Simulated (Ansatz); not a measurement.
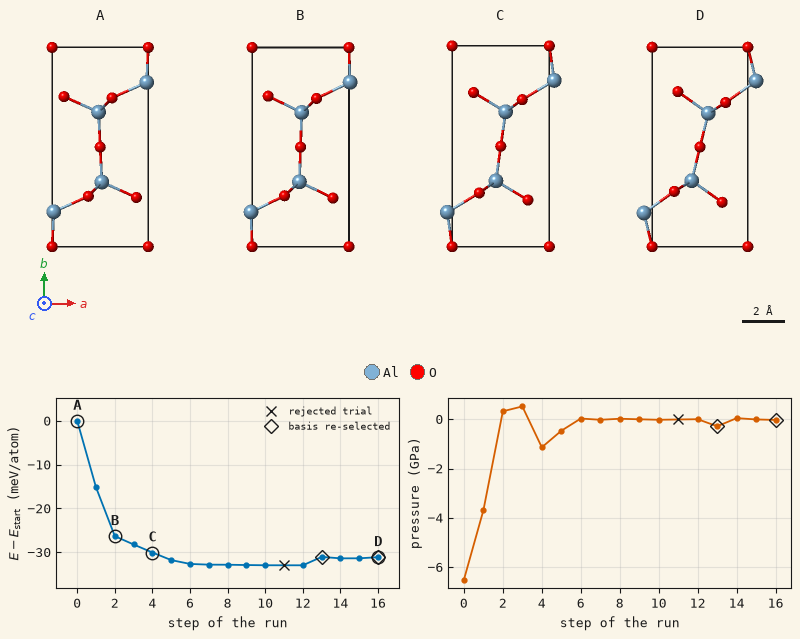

Frames of a relaxation of crystalline Al2O3 (set up in Pnnm), marked on the history of the run. The picture is a ball-and-stick view of the cell of the calculation, seen along the c axis.

Level of theory: DFT LDA, scalar-relativistic, plane waves, PAW (Ansatz 0.2.0). (plane-wave cutoff 420 eV; k-point mesh 6 × 4 × 8; occupations gaussian; smearing width 0.02 eV; no spin polarisation; cell and atoms relaxed; force threshold 0.005 eV/Å; at most 80 steps)

> Describe the path.

After 13 accepted moves (16 points after the start) the energy has fallen by 31.1 meV per atom. The largest force component goes from 0.2 to 0.0029 eV/Å. Pressure: −6.51 GPa at the start and −0.03 GPa at the end. The line search rejected the trial step at point 11 of the run. At 2 points the geometry stayed and the basis and grid were re-selected for the new cell (energy shift of 1.9 meV per atom at most each time). The largest moves relative to the cell, 0.70 Å, are those of O atoms. Largest moves by element: O 0.70 Å, Al 0.48 Å. Cell: a 4.614 → 4.593 Å (−0.5 %), b 9.563 → 9.573 Å (+0.1 %), c 3.120 → 2.975 Å (−4.7 %). Volume −5.0 %. Among the contacts that change: Al–O 1.823 → 1.783 Å, Al–O 1.679 → 1.666 Å. Among the angles between lasting bonds that change: O–Al–O 116.8° → 111.7°, Al–O–Al 118.6° → 123.4°, O–Al–O 117.7° → 113.1°. The space group stays Pnnm (No. 58). Cost: 91 s on 2 threads of Intel(R) Xeon(R) Platinum 8488C (Sapphire Rapids) (shared host), peak memory 0.57 GiB. From step 0 to 2: O atoms move most (0.20 Å), volume −3.7 %, energy −26.3 meV per atom. From step 2 to 4: O atoms move most (0.28 Å), volume +1.1 %, energy −3.7 meV per atom. From step 4 to 16: O atoms move most (0.24 Å), volume −2.4 %, energy −1.1 meV per atom.

| step | E − E(0), meV/atom | largest force component, eV/Å | pressure, GPa | volume, Å³/atom | note |
| --- | --- | --- | --- | --- | --- |
| 0 | 0.00 | 0.2010 | -6.51 | 13.766 |  |
| 1 | -15.19 | 0.1443 | -3.70 | 13.523 |  |
| 2 | -26.32 | 0.0750 | 0.32 | 13.251 |  |
| 3 | -28.22 | 0.0492 | 0.52 | 13.271 |  |
| 4 | -30.05 | 0.1802 | -1.14 | 13.393 |  |
| 5 | -31.78 | 0.0692 | -0.47 | 13.279 |  |
| 6 | -32.66 | 0.0382 | 0.03 | 13.180 |  |
| 7 | -32.82 | 0.0314 | -0.02 | 13.160 |  |
| 8 | -32.84 | 0.0269 | 0.02 | 13.158 |  |
| 9 | -32.91 | 0.0017 | 0.00 | 13.148 |  |
| 10 | -32.96 | 0.0051 | -0.02 | 13.138 |  |
| 11 | -32.98 | 0.0064 | 0.02 | 13.133 | rejected |
| 12 | -32.97 | 0.0003 | 0.00 | 13.136 |  |
| 13 | -31.05 | 0.0007 | -0.29 | 13.136 | same geometry, new basis |
| 14 | -31.38 | 0.0151 | 0.04 | 13.076 |  |
| 15 | -31.37 | 0.0028 | -0.01 | 13.078 |  |
| 16 | -31.12 | 0.0029 | -0.03 | 13.078 | same geometry, new basis |
